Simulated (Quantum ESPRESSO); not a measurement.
# NaI (Fm-3m): from strain to phonon shift

Wanted: the shift of the optical mode of NaI (Fm-3m) in a strained (001) layer.

Program: Quantum ESPRESSO 7.5. Level of theory: DFT LDA, scalar-relativistic, plane waves, PseudoDojo norm-conserving pseudopotentials. Results are calculated unless marked as measured.

### 1. The relaxed structure

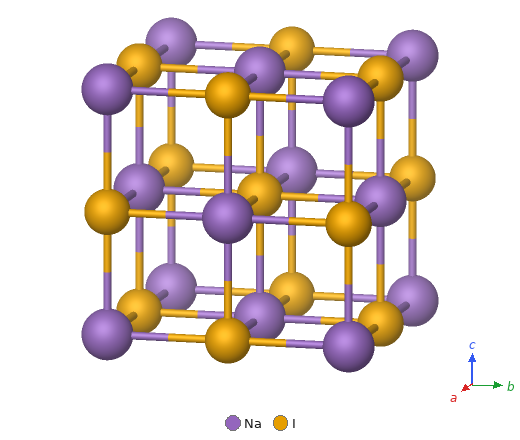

The cell as given, slightly off an axis (sodium purple, iodine orange). This picture shows the conventional cell, with its axes. Some periodic images of atoms are drawn too.

This is the cell after its relaxation at this level of theory, not the database cell from which that began.

### 2. Uniaxial strain

The relaxed cell is stretched along z alone. This keeps all atoms on sites fixed by symmetry and splits the threefold mode into a singlet, polarised along z, and a doublet. The macroscopic field is left out, so these are transverse modes. Cutoff 97 Ry, k mesh 8×8×8.

From the response at ε_zz = 0.01:

Log:

```text
[banners, grids, parts of the stress and lines that vanish by symmetry left out]
Program PHONON v.7.5
     Reading xml data from directory:

[...]
Exchange-correlation= PW
                           (   1   4   0   0   0   0   0)
[...]
kinetic-energy cut-off    =      97.0000  Ry
     charge density cut-off    =     388.0000  Ry
     convergence threshold     =      1.0E-18
[...]
Exchange-correlation= PW
                           (   1   4   0   0   0   0   0)
[...]
q = (   0.0000000   0.0000000   0.0000000 )
     17 Sym.Ops. (with q -> -q+G )
     G cutoff =  695.2367  (  54145 G-vectors)     FFT grid: ( 54, 54, 54)
     number of k points=    59
[...]
Mode symmetry, D_4h(4/mmm) point group:
[...]
Representation #   1 mode #   1
[...]
End of self-consistent calculation
     Convergence has been achieved
     Representation #   2 mode #   2
[...]
End of self-consistent calculation
     Convergence has been achieved
     Representation #   3 modes #   3   4
[...]
End of self-consistent calculation
     Convergence has been achieved
     Representation #   4 modes #   5   6
[...]
End of self-consistent calculation
     Convergence has been achieved
[...]
q = (    0.000000000   0.000000000   0.000000000 )
[...]
freq (    1) =       0.069776 [THz] =       2.327481 [cm-1]
     freq (    2) =       0.069776 [THz] =       2.327481 [cm-1]
     freq (    3) =       0.069826 [THz] =       2.329147 [cm-1]
     freq (    4) =       3.569805 [THz] =     119.075862 [cm-1]
     freq (    5) =       3.926607 [THz] =     130.977518 [cm-1]
     freq (    6) =       3.926607 [THz] =     130.977518 [cm-1]
[...]
Mode symmetry, D_4h(4/mmm) point group:
     freq (   1-   1) =          2.3  [cm-1]   --> A_2u X_4' M_4'  I
     freq (   2-   3) =          2.3  [cm-1]   --> E_u  X_5' M_5'  I
     freq (   4-   4) =        119.1  [cm-1]   --> A_2u X_4' M_4'  I
     freq (   5-   6) =        131.0  [cm-1]   --> E_u  X_5' M_5'  I

   JOB DONE.
```

```tsv
ε_zz	singlet (cm⁻¹)	doublet (cm⁻¹)	σ_zz (GPa)	σ_xx (GPa)
-0.01	141.96	129.58	-0.467	-0.087
-0.005	136.10	129.98	-0.224	-0.041
0	130.33	130.33	0.005	0.005
0.005	124.64	130.65	0.218	0.049
0.01	119.08	130.98	0.418	0.092
```

Stress is counted positive in tension.

### 3. The fit

To first order ω² − ω₀² = p ε_zz + q (ε_xx + ε_yy) for the mode along z, and likewise for x and y. With ε_zz alone the singlet gives p and the doublet q.

The linear terms of parabolas through ω² are p = -17.58 ω₀² and q = 1.06 ω₀², with ω₀ = 130.3 cm⁻¹. Those of the stresses are C11 = 44 GPa and C12 = 9 GPa. Under hydrostatic strain p and q imply γ = −(p + 2q)/(6 ω₀²) = 2.58.

A layer held to an in-plane strain ε and free along z takes ε_zz = −2 (C12/C11) ε = -0.405 ε. To first order the singlet then shifts by (q − p C12/C11) ε / ω₀ = 603 ε cm⁻¹. For ε = 0.006, ε_zz = -0.00243, the formulas for ω² predict 133.90 cm⁻¹ for the singlet and 123.53 cm⁻¹ for the doublet.

### 4. A biaxially strained cell

This run was no part of the fit.

Log:

```text
[banners, grids, parts of the stress and lines that vanish by symmetry left out]
[banner, memory and clock lines left out]
Program PHONON v.7.5

[...]
Exchange-correlation= PW
                           (   1   4   0   0   0   0   0)
[...]
kinetic-energy cut-off    =      97.0000  Ry
     charge density cut-off    =     388.0000  Ry
     convergence threshold     =      1.0E-18
[...]
Exchange-correlation= PW
                           (   1   4   0   0   0   0   0)
[...]
q = (   0.0000000   0.0000000   0.0000000 )
     17 Sym.Ops. (with q -> -q+G )
     G cutoff =  690.7908  (  54057 G-vectors)     FFT grid: ( 54, 54, 54)
     number of k points=    59
[...]
Mode symmetry, D_4h(4/mmm) point group:
[...]
Representation #   1 mode #   1
[...]
End of self-consistent calculation
     Convergence has been achieved
     Representation #   2 mode #   2
[...]
End of self-consistent calculation
     Convergence has been achieved
     Representation #   3 modes #   3   4
[...]
End of self-consistent calculation
     Convergence has been achieved
     Representation #   4 modes #   5   6
[...]
End of self-consistent calculation
     Convergence has been achieved
[...]
q = (    0.000000000   0.000000000   0.000000000 )
[...]
freq (    1) =       0.066509 [THz] =       2.218512 [cm-1]
     freq (    2) =       0.066509 [THz] =       2.218512 [cm-1]
     freq (    3) =       0.066693 [THz] =       2.224647 [cm-1]
     freq (    4) =       3.710346 [THz] =     123.763804 [cm-1]
     freq (    5) =       3.710346 [THz] =     123.763804 [cm-1]
     freq (    6) =       4.014225 [THz] =     133.900139 [cm-1]
[...]
Mode symmetry, D_4h(4/mmm) point group:
     freq (   1-   1) =          2.2  [cm-1]   --> A_2u X_4' M_4'  I
     freq (   2-   3) =          2.2  [cm-1]   --> E_u  X_5' M_5'  I
     freq (   4-   5) =        123.8  [cm-1]   --> E_u  X_5' M_5'  I
     freq (   6-   6) =        133.9  [cm-1]   --> A_2u X_4' M_4'  I
```

```tsv
mode	predicted (cm⁻¹)	run (cm⁻¹)
singlet	133.90	133.90
doublet	123.53	123.76
```

The stress along z is 0.004 GPa and that in the plane 0.289 GPa; the unstrained cell carries 0.005 GPa.

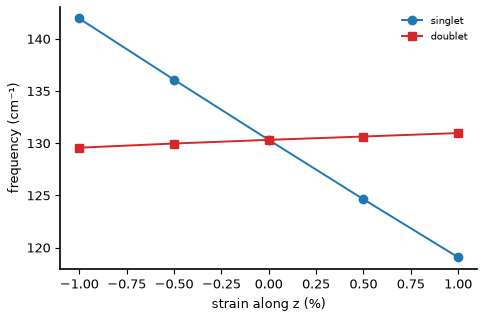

The two components under uniaxial strain.

### 5. Summary of results

```json
{"p (in units of the squared frequency)": "-17.58", "q (same units)": "1.065", "shift of the singlet per unit of biaxial strain": "603 cm⁻¹", "C11 and C12": "44 and 9 GPa"}
```

**Reading.** To first order, one per cent of tensile biaxial strain moves the singlet of NaI (Fm-3m) by 6.0 cm⁻¹ and the doublet by -11.0 cm⁻¹; the formulas miss the test run by up to 0.23 cm⁻¹. In the rock-salt structure this mode is infrared active and has no first-order Raman line. The third potential, r, needs shear strain, which was not run. These are harmonic values at zero temperature.

[Host names and launcher messages were left out of these logs when they were recorded.]

[Logs are printed without paths, hosts, clocks, repeated set-up lines and the standing remarks that a program may print on its own settings, such as how far it seeks lower states.]

[Hosts, paths, dates, database ids (printed as entryN), source tags and the programs' standing remarks are cut or masked in the printed files.]
